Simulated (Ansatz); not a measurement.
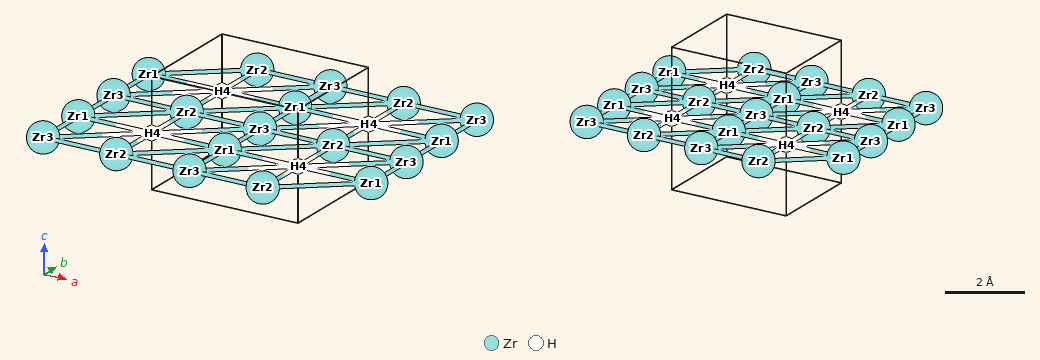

Two geometries of crystalline Zr₃H (a generated structure, set up in P6/mmm) (coarse preliminary run), drawn at one scale. One is the start of a relaxation, the other its converged end. The picture is a ball-and-stick view of the cell of the calculation, seen slightly off an axis.

The calculation used Ansatz, DFT PBE, scalar-relativistic, plane waves, PAW. Set-up: plane-wave cutoff 420 eV; k-point mesh 6 × 6 × 6; occupations gaussian; smearing width 0.1 eV; no spin polarisation; cell and atoms relaxed; force threshold 0.04 eV/Å; at most 70 steps.

Question: Which one is relaxed?

Answer: The left one is the relaxed one. The atoms keep their places relative to the cell (all moves are under 0.005 Å). The drawn cell changes as follows: a = b 4.430 → 5.663 Å (+27.8 %), c 3.726 → 2.967 Å (−20.4 %); the volume changes by +30.1 %. Near-neighbour distances that change, for instance: Zr1–Zr1 3.726 → 2.967 Å, Zr1–H4 2.215 → 2.831 Å, Zr1–Zr2 2.215 → 2.831 Å. The space group stays P6/mmm (No. 191). Over 9 accepted moves (12 points after the start) the energy falls by 2229 meV per atom. All forces vanish by symmetry, so only the cell relaxes. The pressure goes from 73.29 to 0.06 GPa. The line search rejected the trial step at point 9 of the run. The SCF was repeated twice at an unchanged geometry on a basis and grid sized afresh for the cell, which shifted the energy by 24.8 meV per atom at most.
